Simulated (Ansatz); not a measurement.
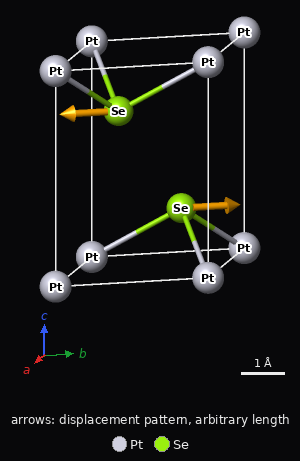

The lowest optical mode of a crystal of PtSe2 relaxed at −3 GPa, space group P-3m1 (No. 164), at the zone centre. The orange arrows are the displacements of the atoms (eigenvector over the root of the mass), of arbitrary overall length and sign. A ball-and-stick model of the cell of the calculation, seen slightly off an axis.

Computed with DFT LDA, scalar-relativistic, plane waves, PAW in Ansatz 0.2.0. Set-up: plane-wave cutoff 420 eV; k-point mesh 12 × 12 × 8; occupations fermi dirac; smearing width 0.15 eV; target pressure -3 GPa; no spin polarisation.

The frequencies depend somewhat on the k-mesh and the smearing.

> Is the structure stable against all modes at this point?

Yes: this softest mode has a real frequency, and so have all others here. That speaks for this wave vector alone: the rest of the zone wasn't checked in this run. This is the E_g mode (doubly degenerate; one member of the set is drawn) at 4.90 THz, the lowest optical level, Raman-active by symmetry. The Pt atoms stay at rest; all motion is along b; atoms of one kind move against one another, with no net shift of their sublattice.
